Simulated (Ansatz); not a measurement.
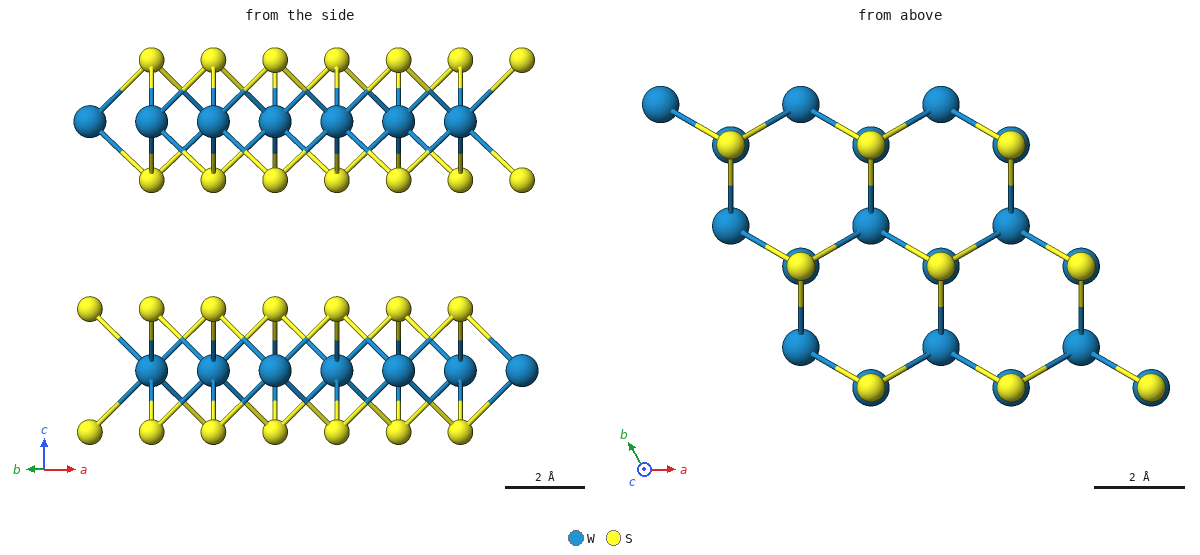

A ball-and-stick picture of a periodic slab, seen from the side and from above. The surface normal points up in side views; the vacuum is left out. 3×3 cells are drawn in the plane, with atoms at the edges repeated.

The cell holds 2 W, 4 S.

Question: With which atoms do the two faces end?

Answer: The top face ends in S, the bottom face in S. The two faces are alike.

Question: Estimate the thickness.

Answer: About 9 Å from the lowest to the highest atom.

Question: Name the atomic layers in order from the top face down.

Answer: Six planes: S / W / S / S / W / S.

The structure comes from a structure listed in the Materials Project. The cell was then strained or its atoms displaced on purpose. Ansatz was used for an electronic-structure calculation on it.

At this level of theory the run's own cell isn't at rest (forces up to 1.5 eV/Å), so its distances can differ from those at equilibrium, the more so the softer the solid.
